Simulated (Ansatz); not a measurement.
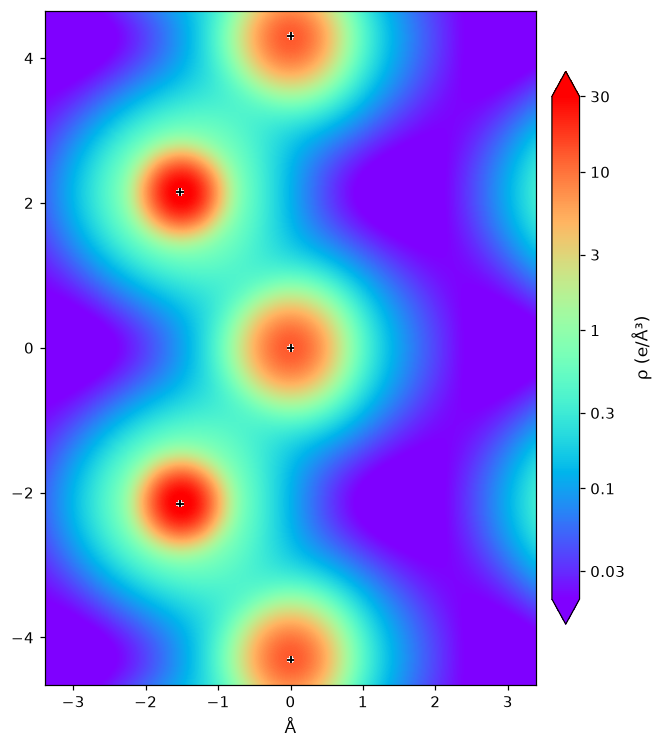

The valence charge density (pseudo) on a plane through atoms (crosses mark nuclei in the plane).

The calculation used DFT, PBEsol, PAW with Ansatz's default frozen-core files, scalar-relativistic; relaxation of cell and atoms in Ansatz 0.2.0.

Candidates:
A. InAs, a = 6.09 Å, b = 6.09 Å, c = 6.09 Å, α = 90.00°, β = 90.00°, γ = 90.00°. Space group F-43m.
B. SrCl₂, a = 4.98 Å, b = 4.98 Å, c = 6.83 Å, α = 90.00°, β = 90.00°, γ = 90.00°. Space group I4/mmm; changed on purpose from its base cell (in-plane strain +0.02, out-of-plane length and atoms relaxed by PAW).
C. La, a = 3.66 Å, b = 3.66 Å, c = 5.96 Å, α = 90.00°, β = 90.00°, γ = 120.00°. Space group P6₃/mmc.

Q: Which candidate gave the map?

A: Candidate A: InAs on the (011) plane of the conventional cell, which holds In and As. In–As (2.64 Å): ρ is about 0.41 e/Å³ halfway.
